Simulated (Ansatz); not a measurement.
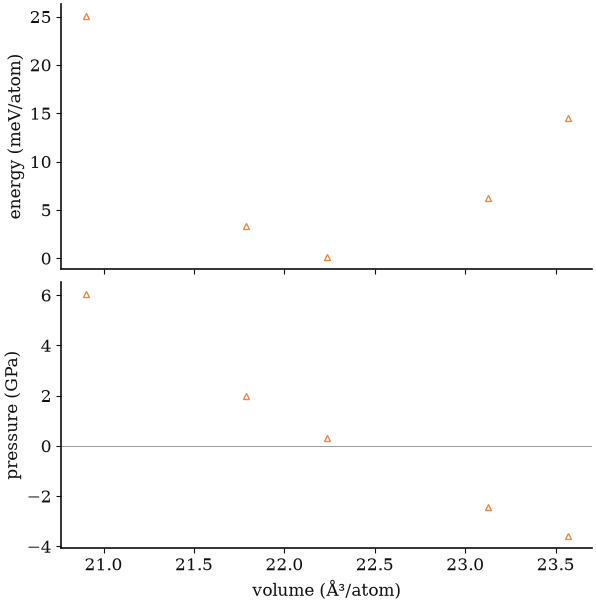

The picture above shows the energy and pressure against volume for Cu, space group P-3m1 (No. 164).

Structure:
```yaml
crystal:
  lattice:
    - [2.50366, 0.00000, 0.00000]
    - [-1.25183, 2.16823, 0.00000]
    - [0.00000, 0.00000, 24.57559]
  atoms:
    - { symbol: Cu, position: [0.33333, 0.66667, 0.71039] }
    - { symbol: Cu, position: [0.66667, 0.33333, 0.54201] }
    - { symbol: Cu, position: [0.00000, 0.00000, 0.62624] }
    - { symbol: Cu, position: [0.33333, 0.66667, 0.45799] }
    - { symbol: Cu, position: [0.66667, 0.33333, 0.28961] }
    - { symbol: Cu, position: [0.00000, 0.00000, 0.37376] }
```

Calculation (Ansatz 0.2.0): plane-wave DFT, no spin polarisation; energies at scaled volumes of the given cell, shape and fractions fixed, counted from the fit's minimum, third-order Birch-Murnaghan fit. Level: PBE with D4.

| setting | value |
| --- | --- |
| k mesh | 12×12×2 |
| occupations | Fermi–Dirac |
| smearing width | 0.02 eV |
| potentials | Ansatz PAW |
| wave cutoff | 420 eV |
| density cutoff | 1680 eV |

The points at volume 21.35 Å³/atom and 22.68 Å³/atom are left out of the plot. What values does the calculation give there?

```
volume (Å³/atom)  energy (meV/atom)  pressure (GPa)
           21.35              11.40            3.89
           22.68               1.24           -1.12
```

Note: shape and atomic fractions are frozen while scaling, which makes layered, chain and framework solids too stiff.
